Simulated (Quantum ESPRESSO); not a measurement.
# CoO: a ladder in cutoff, mesh and threshold together, part 2 of 2

Wanted: the cheapest choice of cutoff, mesh and threshold together that holds the magnetic results of CoO.

Quantum ESPRESSO 7.5; PBE; plane waves with GBRV 1.5 PBE potentials, no spin-orbit coupling (settings of the first rung).

So far, largest spin moment in the atom's sphere (μB): step 2 (rung 1, start ferro +) 2.37; step 3 (rung 1, start antiferro q=(1/2,1/2,1/2) +-) 2.39; step 4 (rung 2, start ferro +) 2.46; step 5 (rung 2, start antiferro q=(1/2,1/2,1/2) +-) 2.38; step 6 (rung 3, start ferro +) 2.50.

## 7. Rung 3, start antiferro q=(1/2,1/2,1/2) +-

File pw.in:

```
&CONTROL
  calculation = 'scf'
  prefix = 'pwscf'
  outdir = './tmp'
  pseudo_dir = './pseudo'
  disk_io = 'nowf'
/
&SYSTEM
  ibrav = 0
  nat = 4
  ntyp = 3
  ecutwfc = 40
  ecutrho = 280
  nbnd = 32
  occupations = 'smearing'
  smearing = 'fd'
  degauss = 0.00734986
  nspin = 2
  starting_magnetization(1) = 0.1765
  starting_magnetization(2) = -0.1765
  starting_magnetization(3) = 0
/
&ELECTRONS
  conv_thr = 8d-09
  electron_maxstep = 150
  mixing_beta = 0.3
/
ATOMIC_SPECIES
Co1    58.9332 co_pbe_v1.2.uspp.F.UPF
Co2    58.9332 co_pbe_v1.2.uspp.F.UPF
O      15.9990 o_pbe_v1.2.uspp.F.UPF
CELL_PARAMETERS angstrom
   3.0109390890    1.7383664936    4.8798538124
   0.0000000000    1.7383664936    4.8798538124
   1.5054695445   -0.8691832468    4.8798538124
ATOMIC_POSITIONS crystal
Co1     0.0000000000    0.0000000000    0.0000000000
Co2     0.5000000000    0.0000000000    0.0000000000
O       0.7500000000    0.5000000000    0.5000000000
O       0.2500000000    0.5000000000    0.5000000000
K_POINTS automatic
4 8 8 0 0 0
```

Launch:

```console
$ OMP_NUM_THREADS=1 mpirun -n 2 pw.x -nk 2 -in pw.in > pw.out
```

Log:

```text
     [... lines left out ...]
Program PWSCF v.7.5 starts
     [... lines left out ...]
     number of atoms/cell      =            4
     [... lines left out ...]
     number of electrons       =        46.00
     number of Kohn-Sham states=           32
     kinetic-energy cutoff     =      40.0000  Ry
     charge density cutoff     =     280.0000  Ry
     scf convergence threshold =      8.0E-09
     [... lines left out ...]
     12 Sym. Ops., with inversion, found
     [... lines left out ...]
     number of k points=    35  Fermi-Dirac smearing, width (Ry)=  0.0073
     [... lines left out ...]
     iteration # 15     ecut=    40.00 Ry     beta= 0.30
     [... lines left out ...]
     Magnetic moment per site  (integrated on atomic sphere of radius R)
     atom   1 (R=0.146)  charge= 14.6177  magn=  2.3843
     atom   2 (R=0.146)  charge= 14.6177  magn= -2.3843
     atom   3 (R=0.146)  charge=  5.7461  magn=  0.0000
     atom   4 (R=0.146)  charge=  5.7461  magn=  0.0000
     [... lines left out ...]
     the Fermi energy is    14.0272 ev
!    total energy              =    -661.45882837 Ry
     estimated scf accuracy    <          5.2E-09 Ry
     smearing contrib. (-TS)   =      -0.01539674 Ry
     [... lines left out ...]
     total magnetization       =     0.00 Bohr mag/cell
     absolute magnetization    =     5.12 Bohr mag/cell
     convergence has been achieved in  15 iterations
```

Run time: 69 s. Hardware: 2 MPI ranks of Arm Neoverse V1, shared host; peak memory 0.26 GiB.

This step gave:

```
magnetization  : 0 μB
final state    : antiferromagnetic
largest moment : 2.384 μB
```

## 8. Rung 4, start ferro +

File pw.in:

```
&CONTROL
  calculation = 'scf'
  prefix = 'pwscf'
  outdir = './tmp'
  pseudo_dir = './pseudo'
  disk_io = 'nowf'
/
&SYSTEM
  ibrav = 0
  nat = 2
  ntyp = 2
  ecutwfc = 52
  ecutrho = 364
  nbnd = 20
  occupations = 'smearing'
  smearing = 'fd'
  degauss = 0.00734986
  nspin = 2
  starting_magnetization(1) = 0.1765
  starting_magnetization(2) = 0
/
&ELECTRONS
  conv_thr = 2d-10
  electron_maxstep = 150
  mixing_beta = 0.3
/
ATOMIC_SPECIES
Co     58.9332 co_pbe_v1.2.uspp.F.UPF
O      15.9990 o_pbe_v1.2.uspp.F.UPF
CELL_PARAMETERS angstrom
   1.5054695445    0.8691832468    2.4399269062
  -1.5054695445    0.8691832468    2.4399269062
   0.0000000000   -1.7383664936    2.4399269062
ATOMIC_POSITIONS crystal
Co      0.0000000000    0.0000000000    0.0000000000
O       0.5000000000    0.5000000000    0.5000000000
K_POINTS automatic
12 12 12 0 0 0
```

Log:

```text
     [... lines left out ...]
Program PWSCF v.7.5 starts
     [... lines left out ...]
     number of atoms/cell      =            2
     [... lines left out ...]
     number of electrons       =        23.00
     number of Kohn-Sham states=           20
     kinetic-energy cutoff     =      52.0000  Ry
     charge density cutoff     =     364.0000  Ry
     scf convergence threshold =      2.0E-10
     [... lines left out ...]
     12 Sym. Ops., with inversion, found
     [... lines left out ...]
     number of k points=   189  Fermi-Dirac smearing, width (Ry)=  0.0073
     [... lines left out ...]
     iteration # 17     ecut=    52.00 Ry     beta= 0.30
     [... lines left out ...]
     Magnetic moment per site  (integrated on atomic sphere of radius R)
     atom   1 (R=0.292)  charge= 14.6027  magn=  2.5108
     atom   2 (R=0.292)  charge=  5.7573  magn=  0.3275
     [... lines left out ...]
     the Fermi energy is    14.0601 ev
!    total energy              =    -330.72183123 Ry
     estimated scf accuracy    <          1.1E-10 Ry
     smearing contrib. (-TS)   =      -0.00808777 Ry
     [... lines left out ...]
     total magnetization       =     2.94 Bohr mag/cell
     absolute magnetization    =     2.96 Bohr mag/cell
     convergence has been achieved in  17 iterations
```

Wall time 57 s (2 MPI ranks); peak memory 0.25 GiB.

Numbers from this step:

| Property | Result |
| --- | --- |
| magnetization | 2.941 μB |
| final state | ferromagnetic |
| largest moment | 2.511 μB |

## 9. Rung 4, start antiferro q=(1/2,1/2,1/2) +-

File pw.in:

```
&CONTROL
  calculation = 'scf'
  prefix = 'pwscf'
  outdir = './tmp'
  pseudo_dir = './pseudo'
  disk_io = 'nowf'
/
&SYSTEM
  ibrav = 0
  nat = 4
  ntyp = 3
  ecutwfc = 52
  ecutrho = 364
  nbnd = 32
  occupations = 'smearing'
  smearing = 'fd'
  degauss = 0.00734986
  nspin = 2
  starting_magnetization(1) = 0.1765
  starting_magnetization(2) = -0.1765
  starting_magnetization(3) = 0
/
&ELECTRONS
  conv_thr = 4d-10
  electron_maxstep = 150
  mixing_beta = 0.3
/
ATOMIC_SPECIES
Co1    58.9332 co_pbe_v1.2.uspp.F.UPF
Co2    58.9332 co_pbe_v1.2.uspp.F.UPF
O      15.9990 o_pbe_v1.2.uspp.F.UPF
CELL_PARAMETERS angstrom
   3.0109390890    1.7383664936    4.8798538124
   0.0000000000    1.7383664936    4.8798538124
   1.5054695445   -0.8691832468    4.8798538124
ATOMIC_POSITIONS crystal
Co1     0.0000000000    0.0000000000    0.0000000000
Co2     0.5000000000    0.0000000000    0.0000000000
O       0.7500000000    0.5000000000    0.5000000000
O       0.2500000000    0.5000000000    0.5000000000
K_POINTS automatic
6 12 12 0 0 0
```

Log:

```text
     [... lines left out ...]
Program PWSCF v.7.5 starts
     [... lines left out ...]
     number of atoms/cell      =            4
     [... lines left out ...]
     number of electrons       =        46.00
     number of Kohn-Sham states=           32
     kinetic-energy cutoff     =      52.0000  Ry
     charge density cutoff     =     364.0000  Ry
     scf convergence threshold =      4.0E-10
     [... lines left out ...]
     12 Sym. Ops., with inversion, found
     [... lines left out ...]
     number of k points=    98  Fermi-Dirac smearing, width (Ry)=  0.0073
     [... lines left out ...]
     iteration # 17     ecut=    52.00 Ry     beta= 0.30
     [... lines left out ...]
     Magnetic moment per site  (integrated on atomic sphere of radius R)
     atom   1 (R=0.146)  charge= 14.6174  magn=  2.3843
     atom   2 (R=0.146)  charge= 14.6174  magn= -2.3843
     atom   3 (R=0.146)  charge=  5.7461  magn= -0.0000
     atom   4 (R=0.146)  charge=  5.7461  magn= -0.0000
     [... lines left out ...]
     the Fermi energy is    14.0214 ev
!    total energy              =    -661.46206395 Ry
     estimated scf accuracy    <          5.9E-11 Ry
     smearing contrib. (-TS)   =      -0.01540941 Ry
     [... lines left out ...]
     total magnetization       =     0.00 Bohr mag/cell
     absolute magnetization    =     5.12 Bohr mag/cell
     convergence has been achieved in  17 iterations
```

Wall time 6.4 min (2 MPI ranks); peak memory 0.46 GiB.

This step gave:

- magnetization: 0 μB
- final state: antiferromagnetic
- largest moment: 2.384 μB

## 10. Side by side

Ladder, by row:

| rung | cutoff (eV) | mesh | state from the first start | state from the second start | second less first (meV a seeded atom) | moment, first (μB) | moment, second (μB) | CPU time (s) |
| --- | --- | --- | --- | --- | --- | --- | --- | --- |
| 1 | 299 | 4x4x4 | ferromagnetic | antiferromagnetic | -30.22 | 2.368 | 2.392 | 21.98 |
| 2 | 408 | 6x6x6 | ferromagnetic | antiferromagnetic | -121.5 | 2.456 | 2.376 | 54.75 |
| 3 | 544 | 8x8x8 | ferromagnetic | antiferromagnetic | -124.4 | 2.504 | 2.384 | 173.5 |
| 4 | 707 | 12x12x12 | ferromagnetic | antiferromagnetic | -125.2 | 2.511 | 2.384 | 883.1 |

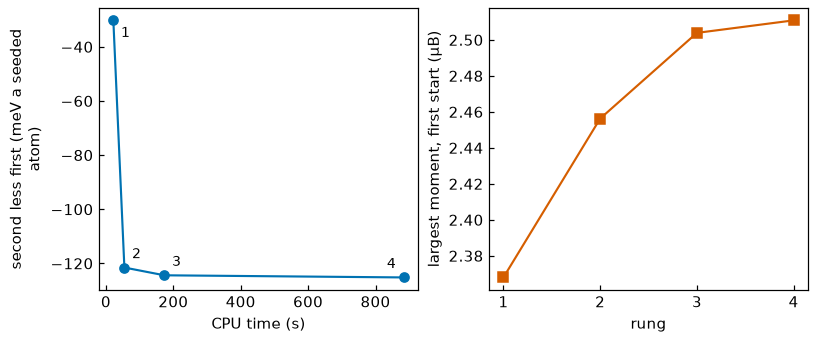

Result against cost, rungs numbered as in the table, and the moment by rung.

## 11. Results

```json
{
  "range of the largest moment, first start": "2.37 to 2.51 μB; second start 2.38 to 2.39 μB",
  "range of CPU time": "22 s to 15 min",
  "range of the energy difference": "-125 to -30.2 meV a seeded atom",
  "first rung that agrees with the last (margins below)": "3"
}
```

What this shows: From rung 3 on the states are those of the last rung, the moments stay within 0.05 μB of it and the difference within 6.3 meV; rung 3 took 20 % of its CPU time. Energies are free energies at an electronic temperature of 1160 K, which lowers moments and differences where the moments are itinerant. No Hubbard term acts here. In such compounds local and semilocal functionals without one often delocalise the d electrons, and can shrink or lose moments and miss the size, sign and order of the couplings. The smearing term is large for its width, so states at the Fermi level are partly filled: at this level the cell is a metal or has a gap of a few widths at most.

[Logs and program files are shortened in this print: banners, set-up blocks, solver, clock and traceback lines can be left out without a mark of their own.]

[Logs are printed without paths, hosts, clocks, repeated set-up lines and the standing remarks that a program may print on its own settings, such as how far it seeks lower states.]

[Hosts, paths, dates, database ids (printed as entryN), source tags and the programs' standing remarks are cut or masked in the printed files.]

[Where a cell is said to come from a database of computed structures, the database is the Materials Project.]
